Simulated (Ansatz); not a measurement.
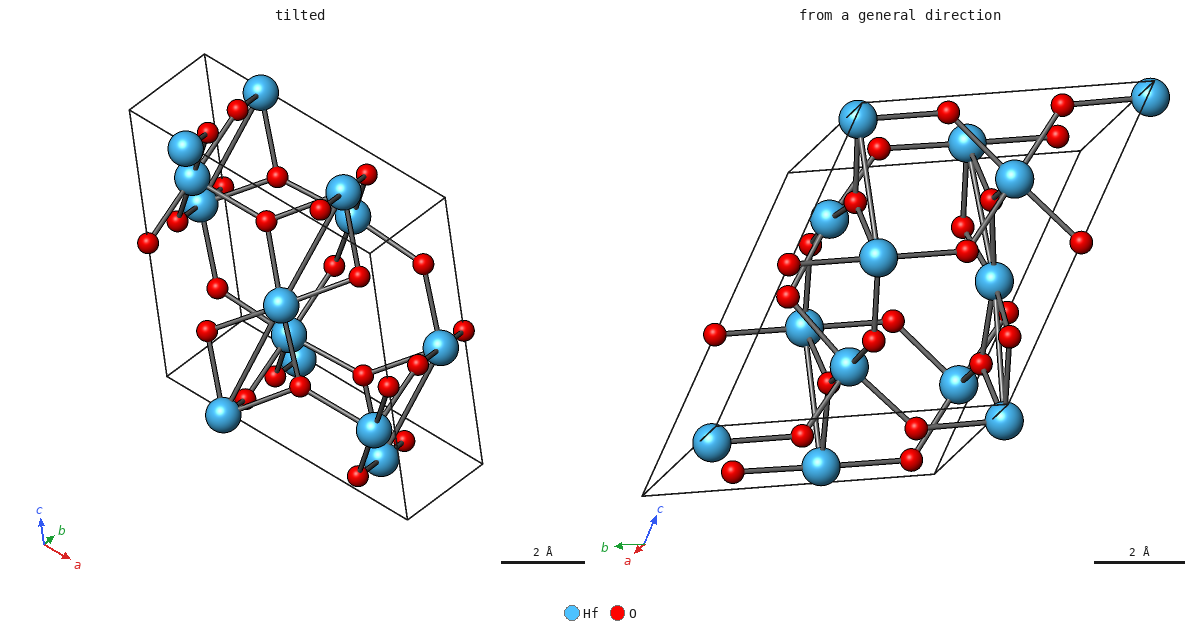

View slightly off an axis and from a general direction, drawn as a ball-and-stick model. Lines trace the edges of the supercell. The host is HfO₂, in a cell of 24 sites, and the cell carries a charge of +1.

Question: Name the defect and give its surroundings.

Answer: An oxygen vacancy. Around the empty site lie three Hf and one O at about 2.2 to 2.6 Å.

Setup: DFT PBEsol, scalar-relativistic, plane waves, PAW in Ansatz; a 420 eV plane-wave basis, 2×2×2 k-mesh, Gaussian smearing of 0.01 eV, collinear spins.

Question: Is there a net spin in the supercell?

Answer: Yes, 1.0 μB in the cell.

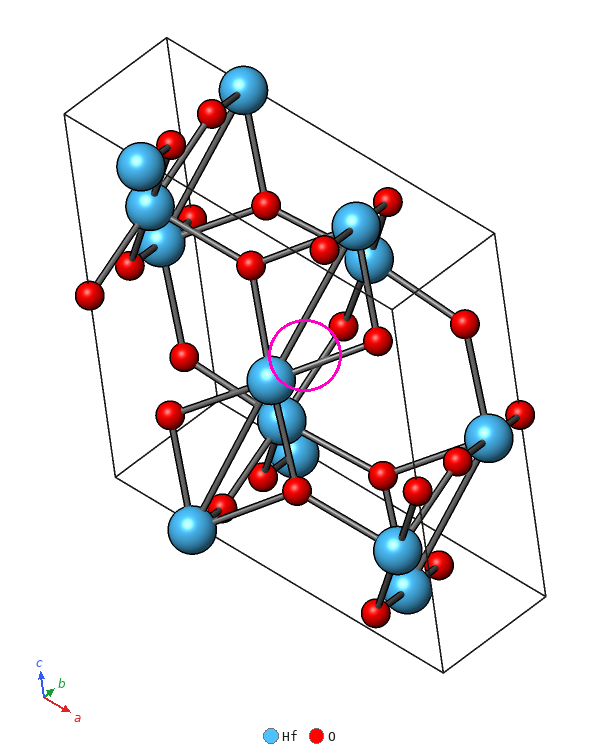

The same cell with a ring at the defect's site.

The atoms were relaxed in the host's cell with Ansatz 0.2.0, DFT PBEsol, scalar-relativistic, plane waves, PAW.
